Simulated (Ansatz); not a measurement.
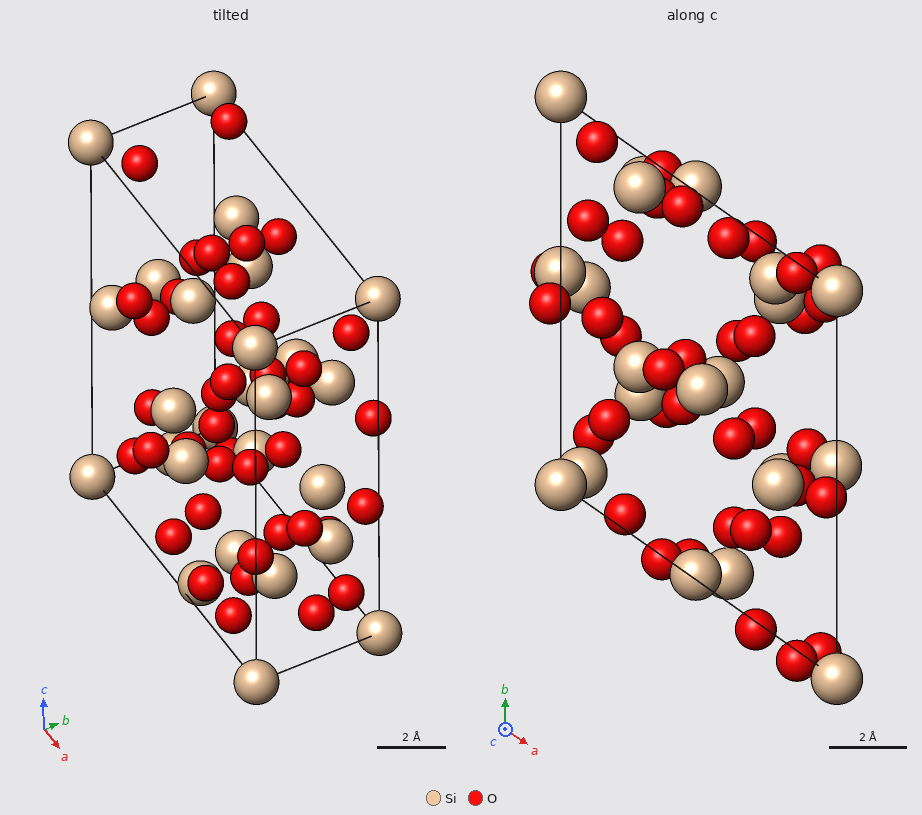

Structure drawing (spheres-only), viewed slightly off an axis and along the c axis. One simulation cell is framed, with atoms on its boundary repeated. Cell: a = 10.103 Å, b = 10.103 Å, c = 10.103 Å, α = 90.72°, β = 119.58°, γ = 119.58°.

The structure is one of Si₁₆O₃₃. There is no symmetry operation other than the lattice translations (P1). With Z = 1, the cell contains 16 Si, 33 O. Each O has two Si at about 1.6 to 1.9 Å.

The initial geometry was a structure listed in the Materials Project, repeated into a supercell with a point defect put in. The atoms were relaxed in a fixed cell with DFT PBE, scalar-relativistic, plane waves, PAW in Ansatz.
